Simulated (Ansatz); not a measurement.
# Run report: Ru, geometry relaxation (part 2 of 2)

The same run, continued: Ru (4 atoms in the cell); DFT LDA, scalar-relativistic, plane waves, PAW, no spin polarisation (Ansatz 0.2.0); cutoff 420 eV, 9×6×15 k-mesh, Gaussian smearing of 0.1 eV. The structure derives from a Materials Project entry. It belongs to a series of runs on one base structure; here: film's bulk on the substrate's plane, third vector and atoms relaxed.

Geometry of the input (Å; fractional positions):
```
3.9622  0.0000  0.0000
0.0000  5.6034  0.0000
0.0000  1.4008  2.3406
Ru 0.2500  0.1667  0.3333
Ru 0.2500  0.6667  0.3333
Ru 0.7500  0.3333  0.6667
Ru 0.7500  0.8333  0.6667
```

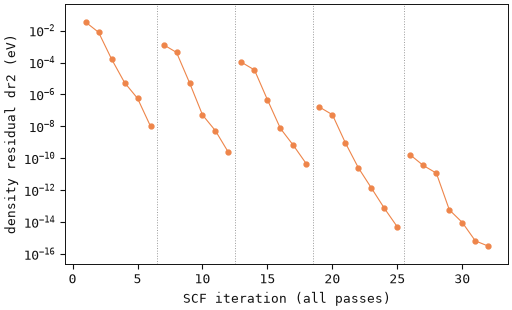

*Convergence of the self-consistent field: density residual dr2 against the SCF iteration. The dotted lines part the SCF passes of the relaxation: geometry steps, rejected trials and re-solves on a re-selected basis.*

The 5 passes take 6 to 7 iterations each, 32 in all.

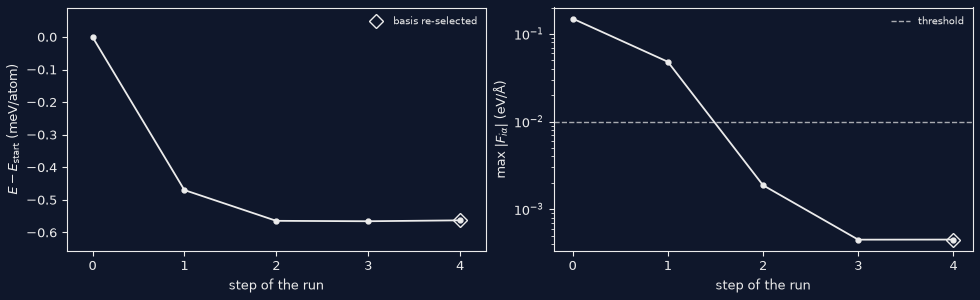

*Progress of the relaxation, step by step (the first geometry is step 0 here and step 1 in the log).*

The energy falls by 0.6 meV per atom in 3 geometry steps. The largest force component goes from 0.15 to 0.00045 eV/Å. The pressure goes from 7.71 to 8.01 GPa. The largest moves relative to the cell, 0.007 Å, are those of Ru1, Ru2, Ru3 and Ru4. The volume changes by −0.1 %, with a 2.728 → 2.726 Å (−0.1 %), b stays at 3.962 Å, c 4.810 → 4.808 Å (0.0 %). Among the contacts that change: Ru1–Ru3 2.522 → 2.530 Å, Ru1–Ru4 2.549 → 2.543 Å. The space group stays Cmcm (No. 63). A last SCF at the same geometry on a re-selected plane-wave basis shifts the energy by +0.0 meV per atom. (Atoms are counted from 1 in the order of the input.)

```
basis re-selected at this cell: Δ(F+E_penalty+E_count) = +1.030e-5 eV, ΔP = -0.000 GPa vs the last step (what re-selecting the basis moved, of the pressure what is left beyond the Pulay correction that the steps carried, after the strain that the cell walked since its last selection, with what the two solves' SCF thresholds leave and, on support functions, any second-order correction that the steps lacked; it is no measure of the basis error at this ecutwfc). This SCF's stress stands 1.65e-2 GPa from its target on what of the cell is left free (relax.cell.stress_tol is 1.00e-1 GPa) and its largest allowed force component is 4.50e-4 eV/Å (relax.f_tol is 1.00e-2 eV/Å): within both
SCF converged after 7 iterations
Free energy (F): -23032.703409 eV
Harris-Foulkes:  -23032.703409 eV  (|F-HF|=7.28e-12)
Internal energy: -23032.690471 eV  (E = F + TS)
E sigma→0 (E₀):  -23032.696940 eV
Entropy (-TS):   -0.012939 eV (-3.235 meV/atom)
Fermi energy:    24.567636 eV
--- Per-component energies (eV) ---
  E_band       = -153.228195
  E_kinetic    = 2067.316442
  E_local      = -4898.077056  (includes V_loc(G=0)·N_el)
  E_nonlocal   = 1394.890961
  E_hartree    = 1571.429824
  E_xc         = -761.747607
  E_vxc        = -960.337416  (∫ρ·V_xc dr)
  E_paw        = -13366.050621  (= ΣΔE_a)
  E_vpaw       = -899.879937  (= ΣTr[D̂ρ^β])
  E_aug_tail   = -0.000837  (compensation charges beyond the density's cutoff)
  E_ewald      = -9042.738317
  E_core_change = 2.286740  (= ΣΔE_core)
  E_smearing   = -0.012939  (= −TS)
  E_closure    = 0.000000  (closes the sum)
  Σ components = -23032.703409   (vs F -23032.703409, Δ=0.00e0)
--- Forces (eV/Å), atoms counted from 1 ---
  atom   1  Ru     0.00000000    -0.00008220     0.00045011
  atom   2  Ru     0.00000000    -0.00008220     0.00045011
  atom   3  Ru    -0.00000000     0.00008220    -0.00045011
  atom   4  Ru    -0.00000000     0.00008220    -0.00045011
  max |Σ_I F_I| component: 0.00e0 eV/Å
--- Stress (GPa, compression-positive) ---
       36.314351       0.000000      -0.000000
        0.000000     -12.294928      -0.001142
       -0.000000      -0.001142       0.016410
  P = ⅓ Tr σ = 8.0119 GPa (80.119 kbar)
--- Band table (eV; the first three rows and the last of 230) ---
  k-point 0: bands = ["-48.5590", "-48.3607", "-48.2425", "-48.2123", "-19.3274", "-18.8621", "-18.7406", "-18.5683", "-18.4262", "-18.2471", "-18.2070", "-18.1965", "-17.9516", "-17.9278", "-17.8923", "-17.7481", "16.2522", "17.7845", "17.8929", "18.8704", "18.9486", "20.7581", "21.2696", "21.9702", "22.1851", "22.2451", "22.3535", "22.4250", "22.7787", "22.8895", "22.9648", "23.3688", "25.4001", "25.8026", "25.8561", "26.1416", "27.0765", "27.0943", "28.5106"]
  k-point 1: bands = ["-48.5514", "-48.3609", "-48.2423", "-48.2115", "-19.3085", "-18.8477", "-18.7417", "-18.5485", "-18.4418", "-18.2606", "-18.2262", "-18.2059", "-17.9722", "-17.9303", "-17.9241", "-17.7605", "16.4206", "17.8992", "18.0293", "18.8493", "19.0279", "20.8358", "21.4098", "21.6631", "21.9699", "22.0715", "22.3002", "22.4782", "22.7751", "22.8244", "23.1492", "23.3499", "24.9461", "25.5006", "25.8964", "26.0484", "27.0470", "28.1242", "28.2460"]
  k-point 2: bands = ["-48.5294", "-48.3615", "-48.2419", "-48.2096", "-19.2531", "-18.8077", "-18.7442", "-18.5126", "-18.4671", "-18.3113", "-18.2972", "-18.2032", "-18.0276", "-18.0128", "-17.9380", "-17.7972", "16.8987", "18.1994", "18.4212", "18.8036", "19.2256", "21.0328", "21.1135", "21.3000", "21.7804", "21.8216", "21.8571", "22.6450", "22.6539", "22.8426", "23.3068", "23.5724", "24.0074", "25.6738", "25.7325", "26.1263", "26.9783", "27.7015", "29.9822"]
  k-point 229: bands = ["-48.3123", "-48.2974", "-48.2882", "-48.2820", "-19.0363", "-19.0253", "-19.0001", "-18.9693", "-18.4961", "-18.4134", "-18.4017", "-18.3301", "-18.0376", "-18.0077", "-17.9663", "-17.9586", "18.9133", "18.9978", "19.0058", "19.1744", "20.3809", "20.5363", "20.7000", "21.0770", "21.3860", "21.4843", "21.9303", "22.0018", "22.6153", "22.9604", "23.1367", "23.3219", "25.8381", "26.0581", "26.2194", "26.4176", "28.6678", "29.5340", "30.2555"]
--- Relaxed structure (4 steps of the walk, 4 accepted, 1 SCFs on fresh bases) ---
  F+E_penalty+E_count = -23032.70340920 eV   max|allowed force component| = 4.501e-4 eV/Å   (the final SCF, on the basis selected at the relaxed cell)
  cell:  # Å, volume = 51.9143 Å³
    - [3.9621891213, 0.0, 0.0]
    - [0.0, 5.60338147526926, 0.0011437542208345365]
    - [0.0, 1.4013231304525335, 2.338593033491394]
  atoms:
    - { symbol: Ru, position: [0.25, 0.16575511174729407, 0.3364385049135181] }
    - { symbol: Ru, position: [0.25, 0.665755111747294, 0.3364385049135181] }
    - { symbol: Ru, position: [0.75, 0.33424488825270593, 0.6635614950864817] }
    - { symbol: Ru, position: [0.75, 0.8342448882527058, 0.6635614950864815] }
```

Trajectory as extended XYZ (Å, eV, eV/Å), 5 frames, from step=1 to step=5:
```
4
Lattice="3.9622 0.0000 0.0000 0.0000 5.6034 0.0000 0.0000 1.4008 2.3406" Properties=species:S:1:pos:R:3:forces:R:3 step=1 energy=-23032.70116 pressure_GPa=7.71
Ru    0.9905    1.4008    0.7802    0.0000  -0.0183   0.1500
Ru    0.9905    4.2025    0.7802    0.0000  -0.0183   0.1500
Ru    2.9716    2.8017    1.5604    0.0000   0.0183  -0.1500
Ru    2.9716    5.6034    1.5604    0.0000   0.0183  -0.1500
4
Lattice="3.9622 0.0000 0.0000 0.0000 5.6034 0.0011 0.0000 1.4013 2.3355" Properties=species:S:1:pos:R:3:forces:R:3 step=2 energy=-23032.70304 pressure_GPa=8.49
Ru    0.9905    1.3999    0.7885    0.0000   0.0064  -0.0482
Ru    0.9905    4.2016    0.7890    0.0000   0.0064  -0.0482
Ru    2.9716    2.8030    1.5475    0.0000  -0.0064   0.0482
Ru    2.9716    5.6047    1.5481    0.0000  -0.0064   0.0482
4
Lattice="3.9622 0.0000 0.0000 0.0000 5.6034 0.0012 0.0000 1.4014 2.3391" Properties=species:S:1:pos:R:3:forces:R:3 step=3 energy=-23032.70341 pressure_GPa=7.94
Ru    0.9905    1.4003    0.7872    0.0000   0.0001  -0.0019
Ru    0.9905    4.2019    0.7878    0.0000   0.0001  -0.0019
Ru    2.9716    2.8028    1.5524    0.0000  -0.0001   0.0019
Ru    2.9716    5.6045    1.5530    0.0000  -0.0001   0.0019
4
Lattice="3.9622 0.0000 0.0000 0.0000 5.6034 0.0011 0.0000 1.4013 2.3386" Properties=species:S:1:pos:R:3:forces:R:3 step=4 energy=-23032.70342 pressure_GPa=8.01
Ru    0.9905    1.4002    0.7870    0.0000  -0.0001   0.0004
Ru    0.9905    4.2019    0.7876    0.0000  -0.0001   0.0004
Ru    2.9716    2.8028    1.5522    0.0000   0.0001  -0.0004
Ru    2.9716    5.6045    1.5528    0.0000   0.0001  -0.0004
4
Lattice="3.9622 0.0000 0.0000 0.0000 5.6034 0.0011 0.0000 1.4013 2.3386" Properties=species:S:1:pos:R:3:forces:R:3 step=5 energy=-23032.70341 pressure_GPa=8.01
Ru    0.9905    1.4002    0.7870    0.0000  -0.0001   0.0004
Ru    0.9905    4.2019    0.7876    0.0000  -0.0001   0.0004
Ru    2.9716    2.8028    1.5522    0.0000   0.0001  -0.0004
Ru    2.9716    5.6045    1.5528    0.0000   0.0001  -0.0004
```

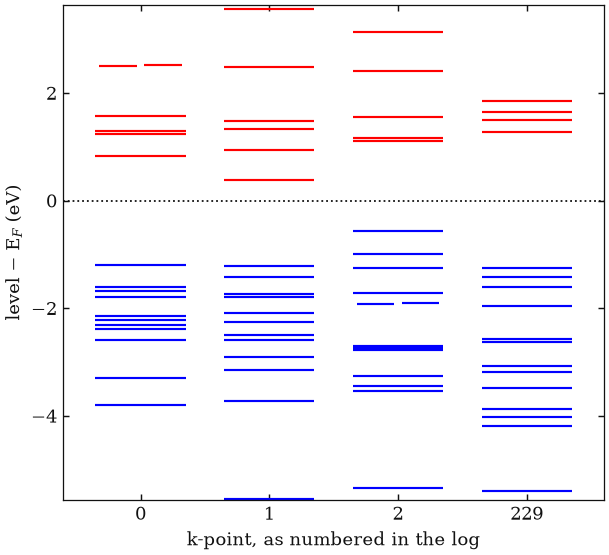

*Kohn–Sham levels near the Fermi level (dotted) at the few k-points that the log prints; levels within 0.02 eV of each other stand side by side.*

The system is metallic on the full mesh.
